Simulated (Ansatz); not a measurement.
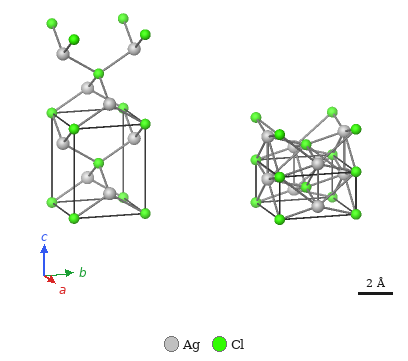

Two geometries of solid AgCl (a generated structure, set up in I-4m2) (coarse preliminary run), drawn at one scale. One is the start of a relaxation, the other its converged end. The picture is a ball-and-stick view of the conventional cell (2 times the calculation's cell), repeated 1 × 1 × 2 with one cell outlined, seen slightly off an axis. Lengths and directions refer to the drawn axes.

Method: DFT PBE, scalar-relativistic, plane waves, PAW (Ansatz). (plane-wave cutoff 420 eV; k-point mesh 8 × 8 × 8; occupations gaussian; smearing width 0.1 eV; no spin polarisation; cell and atoms relaxed; force threshold 0.04 eV/Å; at most 70 steps)

> Which geometry has the lower energy?

The left one is the relaxed one. Over 25 accepted moves (30 points after the start) the energy falls by 847 meV per atom. All forces vanish by symmetry, so only the cell relaxes. The pressure goes from 40.27 to 0.09 GPa. At 5 points the geometry stayed and the basis and grid were re-selected for the new cell (energy shift of 34.1 meV per atom at most each time). The atoms keep their places relative to the cell (all moves are under 0.005 Å). Cell: a = b 4.790 → 4.467 Å (−6.8 %), c 2.615 → 5.499 Å (+110.3 %). Volume +82.8 %. Some distances before and after: Cl–Cl 2.615 → 5.499 Å, Ag–Ag 2.615 → 5.499 Å, Ag–Cl 3.096 → 4.690 Å, Ag–Cl 2.483 → 2.623 Å. Among the angles between lasting bonds that change: Cl–Ag–Cl 149.5° → 116.8°, Ag–Cl–Ag 149.5° → 116.8°, Cl–Ag–Cl 94.0° → 105.9°. The space group stays I-4m2 (No. 119). Cost: 2.2 min on 1 thread of Arm Neoverse V1, with other jobs on the host, peak memory 0.38 GiB.
